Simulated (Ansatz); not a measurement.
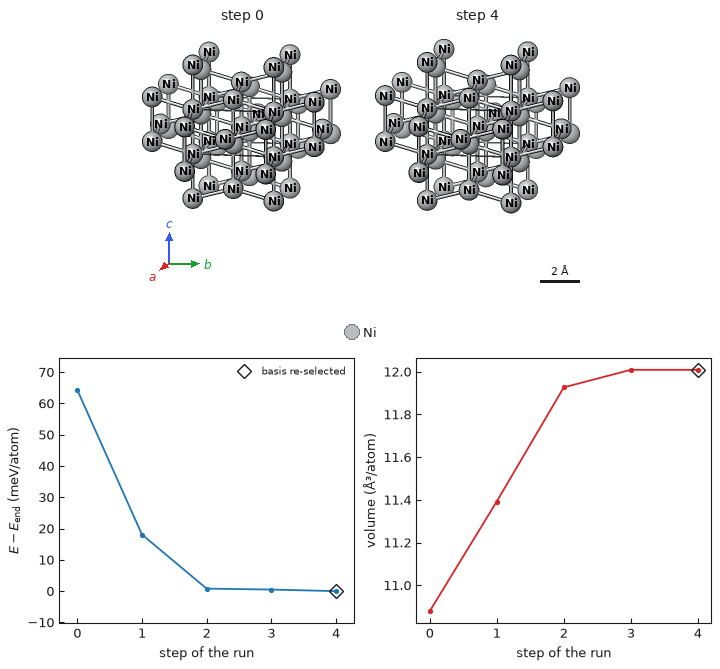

First and last geometry of a relaxation of crystalline Ni (built on the beta-tin_141 type) (coarse preliminary run), with the history of the run. A ball-and-stick model of the conventional cell (2 times the calculation's cell), seen slightly off an axis. Lengths and directions refer to the drawn axes.

Case: beta-tin type (I4_1/amd, No. 141).

Method: DFT PBE, scalar-relativistic, plane waves, PAW (Ansatz 0.2.0). Settings: plane-wave cutoff 420 eV; k-point mesh 8 × 8 × 8; occupations gaussian; smearing width 0.1 eV; collinear spin; cell and atoms relaxed; force threshold 0.04 eV/Å; at most 70 steps.

**What do the curves and the structures tell?**

It converged. The atoms keep their places relative to the cell (all moves are under 0.005 Å). The volume changes by +10.4 %, with a = b 4.305 → 4.451 Å (+3.4 %), c 2.348 → 2.425 Å (+3.3 %). Some distances before and after: Ni–Ni 2.348 → 2.425 Å, Ni–Ni 2.231 → 2.307 Å. The space group stays I4_1/amd (No. 141). After 3 accepted moves (4 points after the start) the energy has fallen by 64.3 meV per atom. All forces vanish by symmetry, so only the cell relaxes. Pressure: 19.74 GPa at the start and 0.14 GPa at the end. The SCF was repeated once at an unchanged geometry on a basis and grid sized afresh for the cell, which shifted the energy by 0.5 meV per atom at most. The run took of the order of 25 core-seconds on a shared host.
